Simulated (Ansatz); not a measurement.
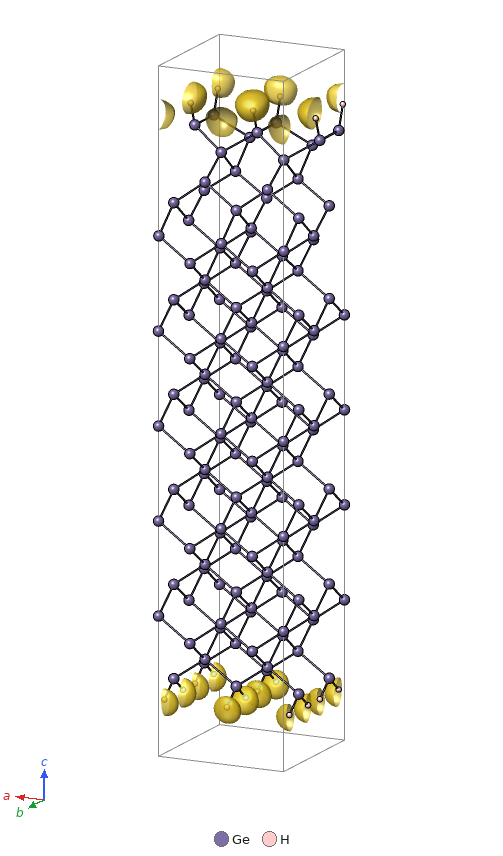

Figure 1: Ge₈H (slab). Isosurface of the ELF at 0.9 (yellow), seen at an oblique angle. Core shells and regions of very low density are left out. Sticks mark near contacts.

Not relaxed (largest force 0.7 eV/Å).

Method: DFT r2SCAN, scalar-relativistic, plane waves, PAW in Ansatz 0.2.0.

In a PAW calculation such maps are meaningful between the atoms, not at the nuclei.

Ge₈H (slab), 54 atoms, a = 4.01 Å, b = 8.02 Å, c = 49.80 Å, α = 90.00°, β = 90.00°, γ = 90.00°.

Q: Identify the bonds, lone pairs and shells in this picture.

A: At this value the surface marks out six regions around hydrogen nuclei, counted in one cell of 54 atoms. Counts are for one cell; the picture repeats the cell along the surface.

Values along the shortest contacts:
Ge–H (1.54 Å): the ELF climbs to about 1 towards the hydrogen. Ge–Ge (2.43 Å): the ELF peaks at about 0.80 between the atoms, as expected for a covalent bond.
